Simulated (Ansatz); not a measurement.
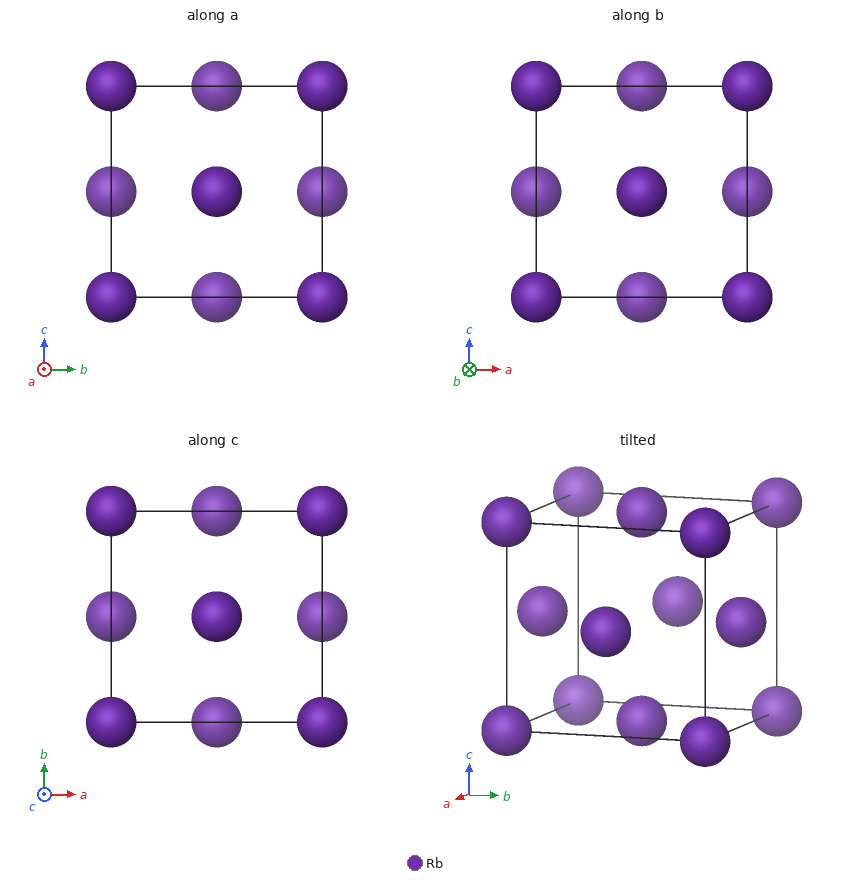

Drawn in the spheres-only manner and seen along the a axis, along the b axis, along the c axis and slightly off an axis. Atoms at the boundary of the conventional unit cell (the box) are drawn once for each face, edge or corner they touch.

Lattice parameters: a = 7.167 Å, b = 7.167 Å, c = 7.167 Å, α = 90.00°, β = 90.00°, γ = 90.00°.

Question: Set out the cell and atoms as a table of Wyckoff sites.

Answer: Space group Fm-3m (No. 225).
```
atom  site       x       y       z
  Rb    4a  0.0000  0.0000  0.0000
```

The model was built from a structure type filled with this element by a generator (whether the element takes this form wasn't checked). Earlier steps of the study may have refined or changed the cell and positions. A calculation with Ansatz used it as input.
